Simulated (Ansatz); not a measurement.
# Calculations on Ge$_{64}$Mg

## 1. Relaxation

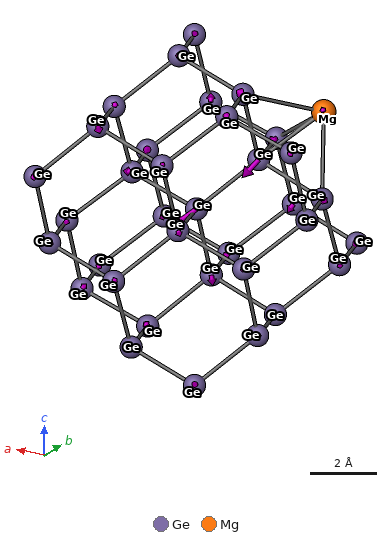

This is a relaxation of a defect cell of composition Ge64Mg (cell charge +1). The starting structure is drawn; purple arrows show the displacements, magnified 5 times.

The picture is a ball-and-stick view of the atoms within 5.8 Å of the atom that moves most (axes of the cell of the calculation (origin shifted)), seen from a free direction.

The calculation used DFT, PBEsol, PAW, plane waves in Ansatz. Set-up: plane-wave cutoff 420 eV; k-point mesh 1 × 1 × 1; mesh shifted by (0.25, 0.25, 0.25); collinear spin; atoms relaxed in a fixed cell; force threshold 0.03 eV/Å; at most 80 steps.

Question: Atoms of which element are displaced furthest, and by how much?

Answer: Germanium: up to 0.18 Å, against 0.04 Å for magnesium.

Question: What happened in the run?

Answer: The atom that moves furthest is a Ge atom (0.18 Å along [2 −1 −2]). By element the largest moves are Ge 0.18 Å, Mg 0.04 Å. The cell stays as it was. Near-neighbour distances that change, for instance: Ge–Mg 2.446 → 2.606 Å, Ge–Ge 2.407 → 2.549 Å, Ge–Ge 2.517 → 2.442 Å, Ge–Ge 2.460 → 2.533 Å. Among the angles between lasting bonds that change: Ge–Ge–Ge 110.7° → 105.2°, Ge–Ge–Ge 112.1° → 106.6°, Ge–Ge–Ge 107.0° → 112.2°. After 3 geometry steps the energy has fallen by 1.057 eV per cell of the calculation. The largest force component goes from 1.5 to 0.018 eV/Å. Cost: 11 s on 1 × NVIDIA GB300 Max-Q with 8 threads of Arm Neoverse-V2, peak memory 2.4 GiB.

Limits of the set-up: the cell is charged, on a uniform background, and energies carry no finite-size correction.

## 2. Relaxation

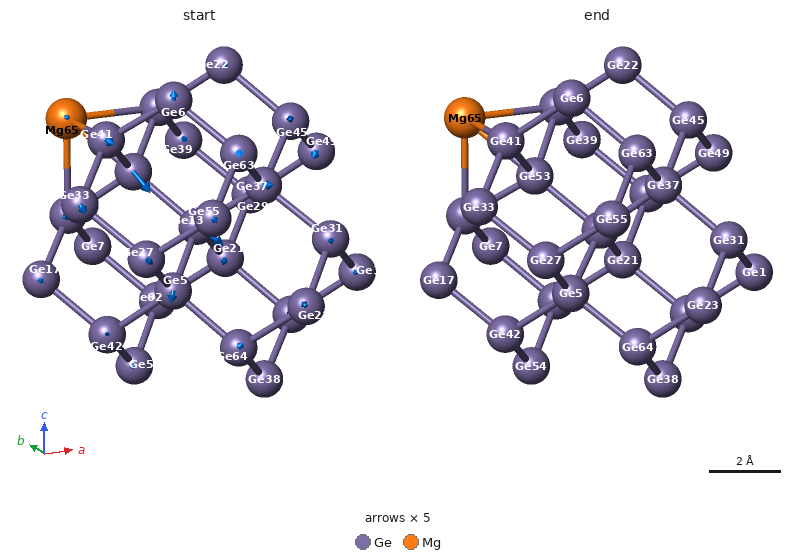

The structure of a defect cell of composition Ge$_{64}$Mg before (left) and after (right) a relaxation, at one scale. The blue arrows give the displacements, magnified 5 times.

A ball-and-stick model of the atoms within 5.0 Å of the atom that moves most (axes of the cell of the calculation (origin shifted)), seen slightly off an axis.

Method: DFT, PBEsol, PAW, plane waves in Ansatz 0.2.0. Settings: plane-wave cutoff 420 eV; k-point mesh 1 × 1 × 1; mesh shifted by (0.25, 0.25, 0.25); no spin polarisation; atoms relaxed in a fixed cell; force threshold 0.03 eV/Å; at most 80 steps.

### Describe what moved and what it gained.

Over 3 geometry steps the energy falls by 1.092 eV per cell of the calculation. Largest force component: 1.4 eV/Å at the start, 0.028 eV/Å at the end. A Ge atom moves most: 0.19 Å roughly along [2 −1 −2]. By element the largest moves are Ge 0.19 Å, Mg 0.03 Å. The cell stays as it was. Some distances before and after: Ge–Mg 2.446 → 2.612 Å, Ge–Ge 2.407 → 2.560 Å, Ge–Ge 2.517 → 2.437 Å, Ge–Ge 2.460 → 2.532 Å. Bond angles that change, for instance: Ge–Ge–Ge 112.1° → 106.2°, Ge–Ge–Ge 107.0° → 112.6°, Ge–Ge–Ge 110.7° → 105.1°. Cost: 8.2 s on 1 × NVIDIA GB300 Max-Q with 8 threads of Arm Neoverse-V2, peak memory 2.3 GiB.

## 3. Defect

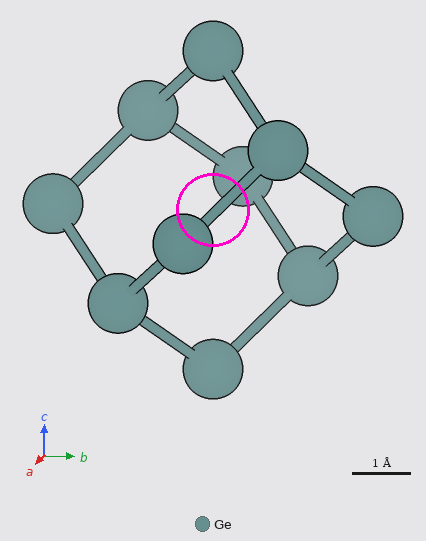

Perfect Ge. Style: ball-and-stick. Shown: the atoms within 3.3 Å of one point, slightly off an axis.

All numbers below come from Ansatz 0.2.0, DFT, PBEsol, PAW, plane waves. (plane-wave cutoff 420 eV; k-point mesh 1 × 1 × 1; mesh shifted by (0.25, 0.25, 0.25); collinear spin) Fermi-Dirac smearing of 0.01 eV. A uniform background neutralises the charged cell. The axes drawn are those of the host's conventional cell.

An extra magnesium atom is put between the host's atoms (an interstitial) at the ringed place, in charge state +1. The supercell has 64 sites, and the atoms are relaxed at the host's cell.

How do the neighbours respond?

The Mg atom starts with 10 Ge at 2.45 to 2.84 Å around its place and ends with 10 Ge at 2.61 to 2.89 Å. Of the host's atoms, a germanium atom moves furthest from its site, by 0.16 Å. The cell's net moment is 0.76 μB.

The relaxed defect, seen from the same direction:

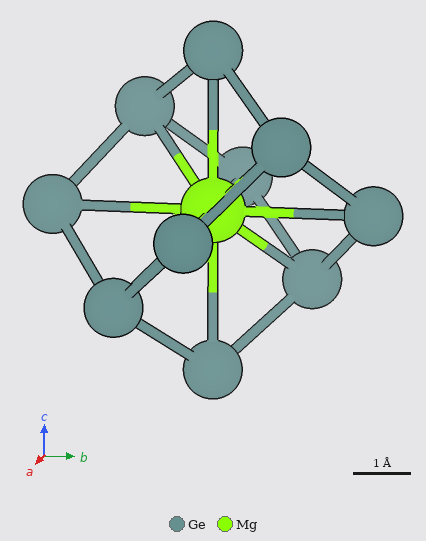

Limits of the set-up: the cell is charged, on a uniform background, and energies carry no finite-size correction.
